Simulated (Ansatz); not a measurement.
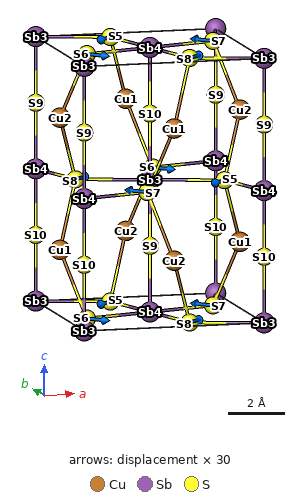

This is a relaxation of crystalline CuSbS3 (built on the SrTiO3-140 type type). The starting structure is drawn; blue arrows show the displacements (the part carried along by the change of the cell is left out), magnified 30 times.

The picture is a ball-and-stick view of the conventional cell (2 times the calculation's cell), seen slightly off an axis. Lengths and directions refer to the drawn axes.

All numbers below come from DFT, r2SCAN+rVV10, plane waves, PAW in Ansatz.

The input:
```yaml
crystal:
  lattice:
    - [-3.3733363518, 3.3733363518, 4.8556583652]
    - [3.3733363518, -3.3733363518, 4.8556583652]
    - [3.3733363518, 3.3733363518, -4.8556583652]
  atoms:
    - { symbol: Cu, position: [0.75, 0.25, 0.5] }
    - { symbol: Cu, position: [0.25, 0.75, 0.5] }
    - { symbol: Sb, position: [0.0, 0.0, 0.0] }
    - { symbol: Sb, position: [0.5, 0.5, 0.0] }
    - { symbol: S, position: [0.8825989896, 0.3825989896, 0.2651979791] }
    - { symbol: S, position: [0.3825989896, 0.1174010104, 0.5] }
    - { symbol: S, position: [0.6174010104, 0.8825989896, 0.5] }
    - { symbol: S, position: [0.1174010104, 0.6174010104, 0.7348020209] }
    - { symbol: S, position: [0.75, 0.75, 0.0] }
    - { symbol: S, position: [0.25, 0.25, 0.0] }
kpoints:
  mp_grid: { grid: [6, 6, 6] }
hamiltonian:
  xc: r2scan
  dispersion: rvv10
scf:
  occupations: { method: fermi_dirac, width: 0.03 }
relax:
  f_tol: 0.01
  cell: {}
  max_steps: 120
```

Run as
```bash
ansatz run input.yaml --threads 4 --pin off --max-ram 4608MiB --backend cpu --events-out ev --progress --plain --runs-dir out
```

Atoms of which element are displaced furthest, and by how much?

Sulfur: up to 0.033 Å, against 0.000 Å for copper.

What did the optimiser do to the structure, and how much energy did it gain?

After 4 accepted moves (5 points after the start) the energy has fallen by 1.4 meV per atom. The largest force component goes from 0.14 to 0.0029 eV/Å. The pressure goes from 0.84 to 0.00 GPa. At 1 point the geometry stayed and the basis and grid were re-selected for the new cell (energy shift of less than 0.05 meV per atom at most each time). The largest moves relative to the cell, 0.033 Å, are those of S5, S6, S7 and S8. S6 goes along [1 −1 0]. Cu and Sb stay in place. The volume changes by +0.5 %, with a = b 6.747 → 6.763 Å (+0.2 %), c 9.711 → 9.713 Å (0.0 %). Among the contacts that change: S5–S8 2.240 → 2.311 Å, Cu1–S5 2.674 → 2.689 Å, Sb3–S5 2.700 → 2.691 Å. The space group stays I4/mcm (No. 140).
